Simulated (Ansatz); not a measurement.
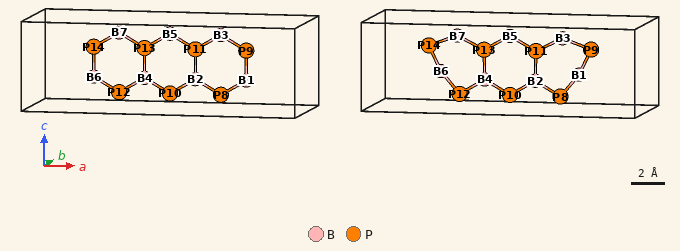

Two geometries of a wire of composition BP, drawn at one scale. One is the start of a relaxation, the other its converged end. A ball-and-stick model of the cell of the calculation, with the vacuum cut short, seen slightly off an axis.

All numbers below come from Ansatz 0.2.0, DFT PBE, scalar-relativistic, plane waves, PAW. Settings: plane-wave cutoff 420 eV; k-point mesh 1 × 1 × 6; occupations gaussian; smearing width 0.05 eV; no spin polarisation; cell relaxed at fixed a, b, alpha, beta, gamma; force threshold 0.02 eV/Å; at most 45 steps.

Question: Which of the two is the end point?

Answer: The right one is the relaxed one. Case: armchair ribbon, 7 formula units a period. Over 7 accepted moves (8 points after the start) the energy falls by 2.539 eV per cell of the calculation. The largest force component goes from 2.6 to 0.017 eV/Å. The SCF was repeated once at an unchanged geometry on a basis and grid sized afresh for the cell, which shifted the energy by 1.1 meV per cell of the calculation at most. The largest moves relative to the centre of the atoms, 0.59 Å, are those of B1 and B6. By element the largest moves are B 0.59 Å, P 0.33 Å. Along the periodic axis the drawn cell goes c 5.567 → 5.509 Å (−1.0 %). Among the contacts that change: B1–P9 1.856 → 1.749 Å, B3–P9 1.856 → 1.918 Å, B3–P8 1.856 → 1.893 Å, B1–P8 1.856 → 1.822 Å. Among the angles between lasting bonds that change: P8–B1–P9 120.0° → 165.5°, B6–P14–B7 120.0° → 84.2°, B4–P12–B6 120.0° → 99.9°.
